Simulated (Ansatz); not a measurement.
## Ti: 5 runs along one coordinate

System: Ti (Fm-3m, 1 atom in the cell).
Method: DFT, RPBE, plane waves (420 eV) with PAW, scalar-relativistic, no spin polarisation (Ansatz 0.2.0).

The 5 runs differ only in the geometry, by an even scaling of the cell at fixed fractional positions.

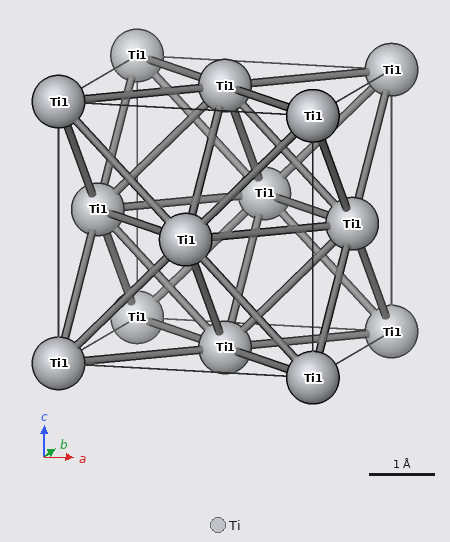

Figure 1. The structure of run 3 (ball-and-stick view of the cell 4 times as large as that of the calculation, set on its symmetry axes, seen slightly off an axis; atoms are numbered from 1 in the order of the input).

## Input of run 3
```yaml
crystal:
  lattice:
    - [0.0, 2.0505568858, 2.0505568858]
    - [2.0505568858, 0.0, 2.0505568858]
    - [2.0505568858, 2.0505568858, 0.0]
  atoms:
    - { symbol: Ti, position: [0.0, 0.0, 0.0] }
hamiltonian:
  xc: rpbe
  pseudopotentials:
    kind: paw
    azcp:
      Ti: "pseudopotentials/Ti.paw.azcp"
basis:
  ecutwfc: 420
  fft_grid_basis: typed
kpoints:
  mp_grid: { grid: [15, 15, 15], shift: [0, 0, 0] }
magnetization:
  spin_polarized: false
scf:
  occupations: { method: fermi_dirac, width: 0.1 }
  lower_state_search: "off"
output:
  stress: true
```

Lattice vectors (Å) and fractional positions of run 3:
```
   0.000000    2.050557    2.050557
   2.050557    0.000000    2.050557
   2.050557    2.050557    0.000000
Ti  0.000000  0.000000  0.000000
```

Run 2 differs from it as follows:
```diff
-    - [0.0, 2.0505568858, 2.0505568858]
-    - [2.0505568858, 0.0, 2.0505568858]
-    - [2.0505568858, 2.0505568858, 0.0]
+    - [0.0, 2.0216719554, 2.0216719554]
+    - [2.0216719554, 0.0, 2.0216719554]
+    - [2.0216719554, 2.0216719554, 0.0]
```

## Results, with one run withheld

| run | volume per atom (Å³) | free energy per atom, from the lowest run given (meV) | pressure (GPa) |
| --- | --- | --- | --- |
| 1 | 15.807 | 97.60 | 15.97 |
| 2 | 16.526 | ? | ? |
| 3 | 17.244 | 9.48 | 4.38 |
| 4 | 17.963 | 0.00 | −0.02 |
| 5 | 20.118 | 68.41 | −9.30 |

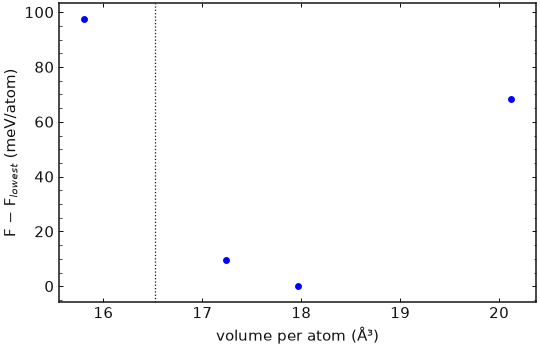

Figure 2. Free energy per atom of the runs given; the dotted line marks run 2.

What should run 2 give?

A quadratic polynomial in V^(−2/3) (the Birch–Murnaghan form), fitted to the 4 runs given, misses them by at most 0.28 meV per atom. With x = V^(−2/3) − 0.14739 Å⁻², it reads F = 1.5133 + 1726.7 x + 5.9069e+05 x² (meV per atom). At run 2 it gives 39.99 meV per atom, and the run itself gives 40.58. The slope of the fit gives a pressure −dF/dV of 9.65 GPa there, and the run prints 9.65 GPa. The fit has its minimum at 17.939 Å³ per atom, where V d²F/dV² gives 99.9 GPa: the bulk modulus at this level, since symmetry fixes the shape and the positions. So low a polynomial doesn't follow these energies more closely.

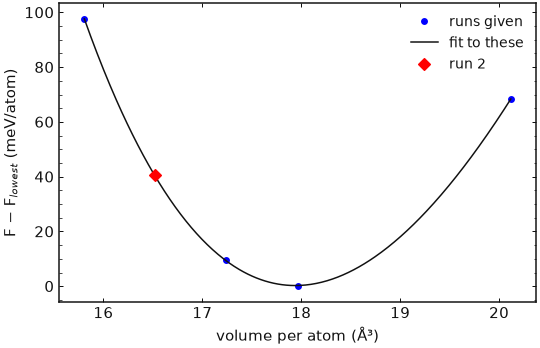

Figure 3. The fit and the withheld run.

## Output, shortened to warnings, some set-up lines, iterations and results (run 2)
```
Basis set: ecut = 420 eV, 331 PW (Γ)
Symmetry: 48 space group operations
k-points: 120 of 3375
Initial density: superposition of atomic densities (neutral atoms: chi_scale 0, normalization atom), corrected by the library's trained network
[...]
SCF iter   1: F=—  HF=-2503.967999 eV  |F-HF|=—  |Δ(HF+E_count)|=         —  Δρ=3.16e-3  dr2=5.06e-4  ethr=1.77e-3  ⟨swp⟩=4.3  Hψ=6231  notcnv=0
SCF iter   2: F=—  HF=-2503.968353 eV  |F-HF|=—  |Δ(HF+E_count)|=   3.53e-4  Δρ=1.60e-3  dr2=1.38e-4  ethr=4.22e-6  ⟨swp⟩=1.9  Hψ=2625  notcnv=0
SCF iter   3: F=—  HF=-2503.968588 eV  |F-HF|=—  |Δ(HF+E_count)|=   2.35e-4  Δρ=5.71e-4  dr2=4.88e-5  ethr=1.15e-6  ⟨swp⟩=2.2  Hψ=1795  notcnv=0
SCF iter   4: F=—  HF=-2503.968575 eV  |F-HF|=—  |Δ(HF+E_count)|=   1.30e-5  Δρ=8.60e-5  dr2=9.46e-7  ethr=4.07e-7  ⟨swp⟩=2.9  Hψ=2012  notcnv=0
SCF iter   5: F=—  HF=-2503.968575 eV  |F-HF|=—  |Δ(HF+E_count)|=   4.35e-8  Δρ=2.53e-5  dr2=1.10e-7  ethr=7.89e-9  ⟨swp⟩=3.0  Hψ=2098  notcnv=0
SCF iter   6: F=-2503.968575 eV  HF=-2503.968575 eV  |F-HF|=1.27e-8  |Δ(HF+E_count)|=   2.42e-8  Δρ=1.02e-5  dr2=1.77e-8  ethr=8.33e-10  ⟨swp⟩=3.7  Hψ=3287  notcnv=0
SCF 1 converged in 6 iterations: F = -2503.968575 eV  dr2 = 1.77e-8
SCF converged after 6 iterations
Free energy (F): -2503.968575 eV
Harris-Foulkes:  -2503.968575 eV  (|F-HF|=1.27e-8)
Internal energy: -2503.915700 eV  (E = F + TS)
E sigma→0 (E₀):  -2503.942137 eV
Entropy (-TS):   -0.052875 eV (-52.875 meV/atom)
Fermi energy:    14.179569 eV
--- Per-component energies (eV) ---
  E_band       = -146.246306
  E_kinetic    = 274.005962
  E_local      = -784.517414  (includes V_loc(G=0)·N_el)
  E_nonlocal   = 7.220730
  E_hartree    = 325.221778
  E_xc         = -98.107601
  E_vxc        = -122.533142  (∫ρ·V_xc dr)
  E_paw        = -1052.059089  (= ΣΔE_a)
  E_vpaw       = -170.870778  (= ΣTr[D̂ρ^β])
  E_aug_tail   = 0.000119  (compensation charges beyond the density's cutoff)
  E_ewald      = -1175.627914
  E_core_change = -0.052270  (= ΣΔE_core)
  E_smearing   = -0.052875  (= −TS)
  E_closure    = -0.000000  (closes the sum)
  Σ components = -2503.968575   (vs F -2503.968575, Δ=0.00e0)
--- Stress (GPa, compression-positive) ---
        9.651526       0.000000       0.000000
       -0.000000       9.651526      -0.000000
       -0.000000      -0.000000       9.651526
  P = ⅓ Tr σ = 9.6515 GPa (96.515 kbar)
```
